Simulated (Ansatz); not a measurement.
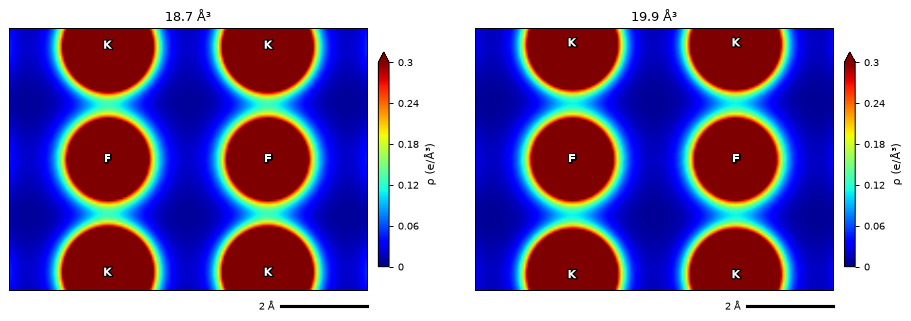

KF. The valence electron density of cells scaled evenly to different volumes (given per atom above each panel), on the (011̄) plane of each (indices in the axes of the cell below), at one length scale and on one colour scale.

Method: Ansatz, DFT PBE, scalar-relativistic, plane waves, PAW.

The density is the valence pseudo-density of a PAW calculation; it isn't the true density close to the nuclei.

The largest cell:

```cif
data_structure
_symmetry_space_group_name_H-M 'P 1'
_symmetry_Int_Tables_number 1
_cell_length_a 3.8316
_cell_length_b 3.8316
_cell_length_c 3.8316
_cell_angle_alpha 60.000
_cell_angle_beta 60.000
_cell_angle_gamma 60.000
_cell_volume 39.78
loop_
_atom_site_label
_atom_site_type_symbol
_atom_site_fract_x
_atom_site_fract_y
_atom_site_fract_z
_atom_site_occupancy
K1 K 0.00000 0.00000 0.00000 1
F1 F 0.50000 0.50000 0.50000 1
```

| volume (Å³/atom) | K–F contact in the plane (Å) | ρ at its midpoint (e/Å³) | pressure (GPa) | gap on the mesh (eV) | 
| --- | --- | --- | --- | --- |
| 18.70 | 2.654 | 0.128 | 2.1 | 6.29 | 
| 19.07 | 2.672 | ? | ? | ? | 
| 19.89 | 2.709 | 0.112 | 0.0 | 5.97 | 

**What values belong in the row with question marks?**

Over the known rows ln ρ falls by 2.43 per Å of K–F distance (the line through the two), which gives 0.123 e/Å³ at 2.672 Å; the calculation gives 0.123 e/Å³. For the pressure, a straight line in volume between the neighbouring rows gives 1.4 GPa; the calculation gives 1.4. For the gap on the mesh, a straight line in volume between the neighbouring rows gives 6.19 eV; the calculation gives 6.18.
